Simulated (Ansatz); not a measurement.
Cell and atoms:

```
Co
1.0
     2.47301    0.00000    0.00000
    -1.23650    2.14169    0.00000
     0.00000    0.00000    4.03463
Co
2
Direct
  0.66667 0.33333 0.25673
  0.33333 0.66667 0.74327
```

> Work out the structure from the coordinates.

The element is cobalt. Its lattice is primitive hexagonal, its space group P-3m1 (No. 164). The cell holds two atoms. Co is surrounded by twelve Co in an anticuboctahedral arrangement at 2.43 to 2.52 Å. The bonds build a three-dimensional framework.

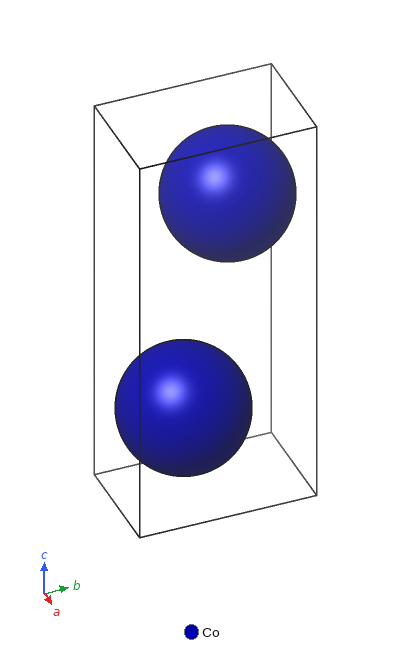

We look at a spheres-only model of the crystal slightly off an axis. The edges of the conventional unit cell are marked.

It derives from a structure listed in the Materials Project. Earlier steps of the study may have refined or changed the cell and positions. Ansatz was used for an electronic-structure calculation on it.
